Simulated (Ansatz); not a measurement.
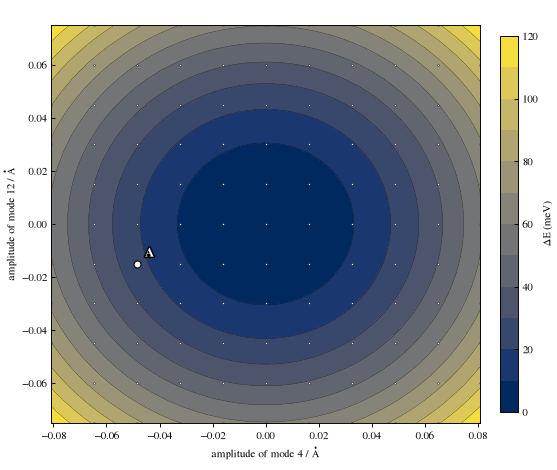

AlRu (Pm-3m, No. 221; 4 atoms in the cell). The energy is mapped over two normal modes frozen in (zone-centre modes of the 4-atom cell of this scan, which folds in the wave vector (0, 0, 1/2) of the primitive cell). First axis: amplitude of mode 4 (156 cm⁻¹), largest displacement. Second axis: amplitude of mode 12 (329 cm⁻¹), largest displacement. Nothing is relaxed (the cell and all other modes fixed). The grid has 11 × 11 points; 36 points were computed and 85 follow by symmetry. Points are written as (first, second). Energies: meV per cell, counted from the lowest grid point. Level of theory: DFT PBE, scalar-relativistic, plane waves, PAW in Ansatz 0.2.0. Settings: cutoff 420 eV, k-mesh 14×14×8 in the order of the run's cell vectors, gaussian smearing 0.15 eV, no spin polarisation.

The picture shows filled contours, dots at the grid points, the point A. Between grid points the surface is interpolated.

Q: Is A at rest? If not, where is it pushed?

A: A, at (−0.049 Å, −0.015 Å), is not a stationary point. The computed force is 870 meV for each Å towards larger values of the first coordinate and 320 meV for each Å towards larger values of the second coordinate.

PAW datasets: the set soft_1.
